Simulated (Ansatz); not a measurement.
Input file:

```
crystal:
  lattice:
    - [5.6145835605, 0.0, 0.0]
    - [-2.8072917802, 4.862371995, 0.0]
    - [0.0, 0.0, 22.6197373747]
  atoms:
    - { symbol: Pt, position: [0.3333333333, 0.1666666667, 0.1768367127] }
    - { symbol: Pt, position: [0.3333333333, 0.6666666667, 0.1768367127] }
    - { symbol: Pt, position: [0.8333333333, 0.1666666667, 0.1768367127] }
    - { symbol: Pt, position: [0.8333333333, 0.6666666667, 0.1768367127] }
    - { symbol: Pt, position: [0.1666666667, 0.3333333333, 0.2789580515] }
    - { symbol: Pt, position: [0.1666666667, 0.8333333333, 0.2789580515] }
    - { symbol: Pt, position: [0.6666666667, 0.3333333333, 0.2789580515] }
    - { symbol: Pt, position: [0.6666666667, 0.8333333333, 0.2789580515] }
    - { symbol: Pt, position: [0.0, 0.0, 0.3810715055] }
    - { symbol: Pt, position: [0.0, 0.5, 0.3810715055] }
    - { symbol: Pt, position: [0.5, 0.0, 0.3810715055] }
    - { symbol: Pt, position: [0.5, 0.5, 0.3810715055] }
    - { symbol: H, position: [0.15493323, 0.30986646, 0.4151125727] }
    - { symbol: H, position: [0.34506677, 0.69013354, 0.4151125727] }
basis:
  ecutwfc: 420
kpoints:
  mp_grid: { grid: [6, 6, 1] }
hamiltonian:
  xc: pbe
scf:
  occupations: { method: gaussian, width: 0.1 }
output:
  forces: true
  eigenvalues: true
  write_density: true
  write_potential: true
  elf: true
  volumetric_format: npy
efield:
  axis: 3
  dipole_correction: true
  ramp_width: 0.04
```

Launched as:

```sh
ansatz run input.yaml --threads 4 --pin off --max-ram 12288MiB --backend cpu --events-out ev --progress --plain --runs-dir out
```

Not relaxed (largest force 1.1 eV/Å).

Method: DFT PBE, scalar-relativistic, plane waves, PAW (Ansatz).

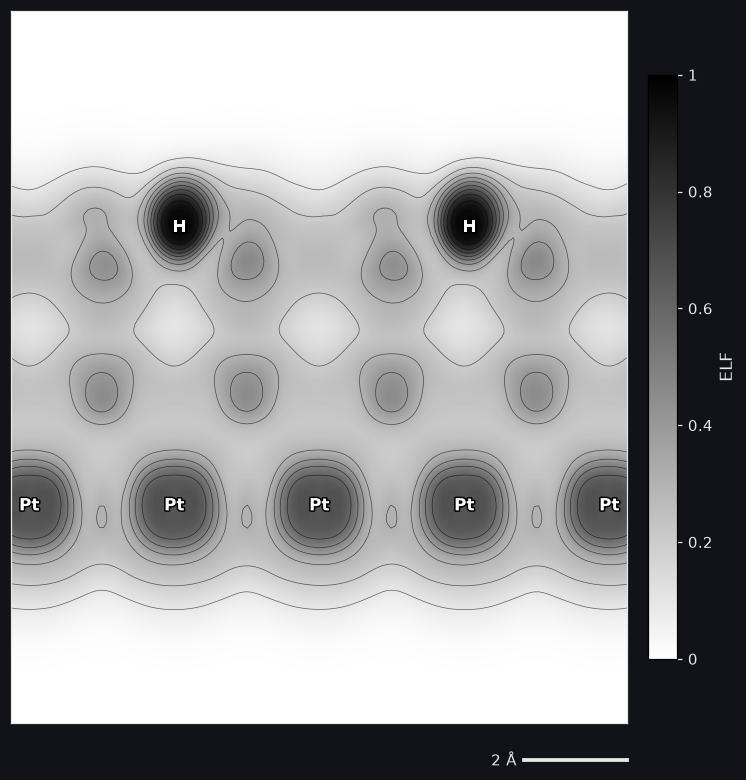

HPt6 (slab). Electron localisation function on the (100) plane of the calculation cell, a cut from vacuum to vacuum.

### Interpret the plot.

The section cuts through Pt and H sites.
Atoms just off the plane (Pt, 0.8 Å away) can leave unmarked features too.
Pt–Pt (2.81 Å): the ELF is about 0.30 at the midpoint: no localised pair shows between them.
The features right at Pt lie inside the PAW spheres, where the map follows smoothed inner orbitals and isn't to be read closely.

### Does the calculation make it a metal, or give it a gap?

It is gapless in this calculation (a metal or semimetal).
